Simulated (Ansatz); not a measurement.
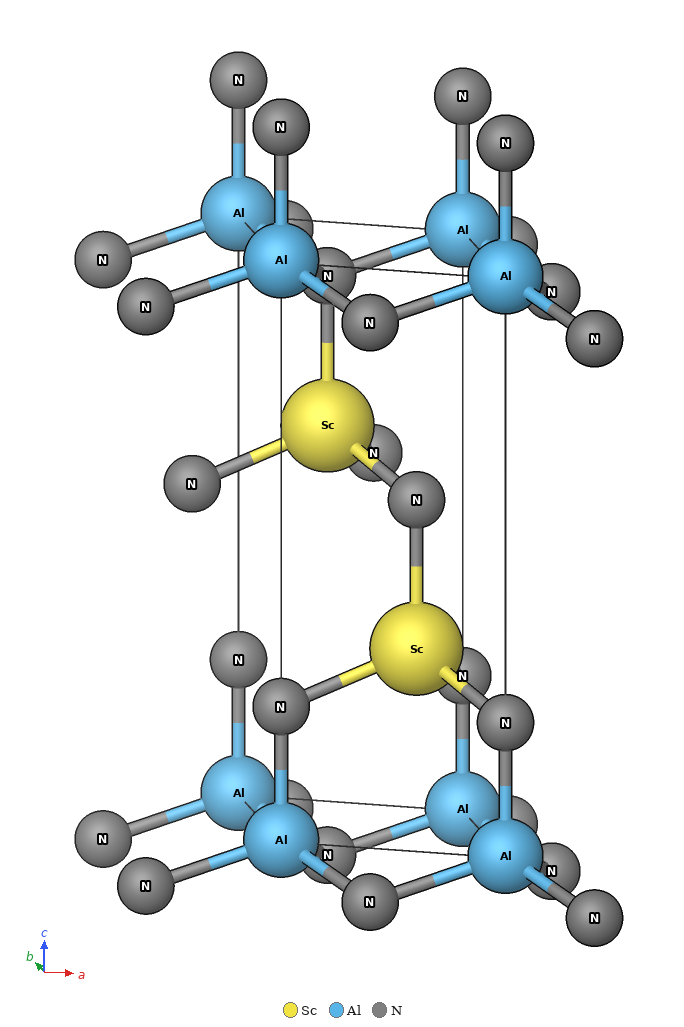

We look at a ball-and-stick model of the crystal slightly off an axis. The frame is the conventional unit cell; atoms at its boundary are shown with their periodic copies. A few atoms beyond the faces are included. Cell: a = 3.33 Å, b = 3.33 Å, c = 8.28 Å, α = 90.00°, β = 90.00°, γ = 120.00°.

The cell started as a structure type filled with these elements by a generator (whether the compound takes this form wasn't checked). Earlier steps of the study may have refined or changed the cell and positions. Ansatz was used for an electronic-structure calculation on it.

In words:

Formula: Sc$_{2}$AlN$_{3}$. It belongs to space group P3m1 (No. 156) and has a primitive hexagonal lattice. It has 6 atoms to the cell (2 Sc, 1 Al, 3 N). The neighbours of Sc are four N in a tetrahedral arrangement at about 2.1 Å. Al sits among four N in a tetrahedral arrangement at about 1.9 to 2.0 Å. N takes three kinds of site: 1b with three Al and one Sc in a distorted tetrahedral arrangement (about 2.0 Å to Al, 2.1 Å to Sc); 1c with four Sc in a tetrahedral arrangement at about 2.1 Å; 1a with three Sc and one Al in a distorted tetrahedral arrangement (about 2.1 Å to Sc, 1.9 Å to Al). The bonds build a three-dimensional framework.

Electronic-structure method: DFT PBE, scalar-relativistic, plane waves, PAW in Ansatz 0.2.0. Parameters: plane-wave cutoff 420 eV, a 12×12×4 mesh of k-points, Gaussian smearing of 0.02 eV, no spin polarisation.

How large a gap does the method give, if there is one?

A semiconductor at this level, with a gap of 2.67 eV, indirect.

State the Bader charges by element.

Sc +1.79 e; Al +2.37 e; N -2.24 to -1.78 e.

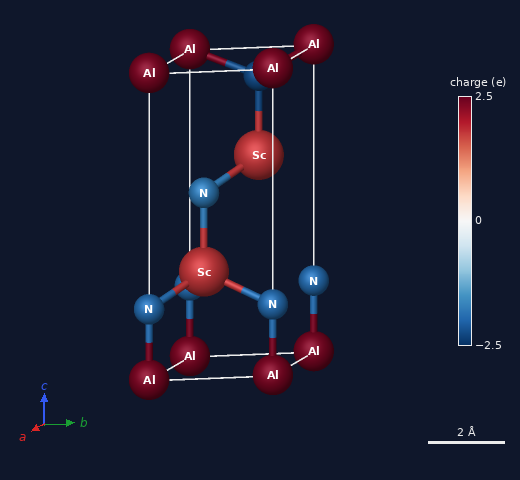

The atoms coloured by those charges. The run's cell of 6 atoms is drawn.

Has the structure come to rest?

Yes. The largest force is 0.01 eV/Å. The pressure is 0.0 GPa, close to zero.
